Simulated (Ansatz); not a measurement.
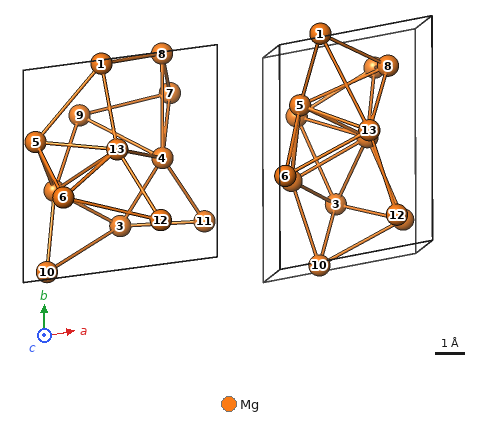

Two geometries of an amorphous cell of composition Mg (coarse preliminary run), drawn at one scale. One is the start of a relaxation, the other its converged end. Style: ball-and-stick. Shown: the cell of the calculation, along the c axis.

The calculation used DFT PBE, scalar-relativistic, plane waves, PAW in Ansatz. Settings: plane-wave cutoff 420 eV; k-point mesh 2 × 2 × 2; occupations gaussian; smearing width 0.1 eV; mesh shifted by (0.5, 0.5, 0.5); no spin polarisation; cell and atoms relaxed; force threshold 0.04 eV/Å; at most 70 steps.

Q: Which geometry has the lower energy?

A: The right one is the relaxed one. Case: atoms packed at random at 1.25 times the crystal's volume. The atom that moves furthest relative to the cell is a Mg atom (1.42 Å along [1 −3 2]). The volume changes by −17.2 %, with a 6.789 → 5.464 Å (−19.5 %), b 7.393 → 7.785 Å (+5.3 %), c 7.548 → 7.641 Å (+1.2 %), α 96.4° → 89.4°, β 86.6° → 74.8°, γ 82.9° → 80.0°. Among the contacts that change: Mg–Mg 6.134 → 3.360 Å, Mg–Mg 5.833 → 3.414 Å, Mg–Mg 5.217 → 2.909 Å, Mg–Mg 2.900 → 5.031 Å. New bonds form: Mg–Mg (4.21 → 2.85 Å). Bond angles that change, for instance: Mg–Mg–Mg 114.7° → 58.9°, Mg–Mg–Mg 138.2° → 87.8°, Mg–Mg–Mg 153.6° → 104.0°. Over 15 accepted moves (16 points after the start) the energy falls by 351 meV per atom. The largest force component goes from 0.85 to 0.0075 eV/Å. Pressure: −0.73 GPa at the start and 0.02 GPa at the end. The SCF was repeated once at an unchanged geometry on a basis and grid sized afresh for the cell, which shifted the energy by less than 0.05 meV per atom at most.

Limits of the set-up: the k-point mesh is coarse for a cell with partly filled bands; the periodic images lie only 6.8 Å apart, so the values are limited by the cell's size.
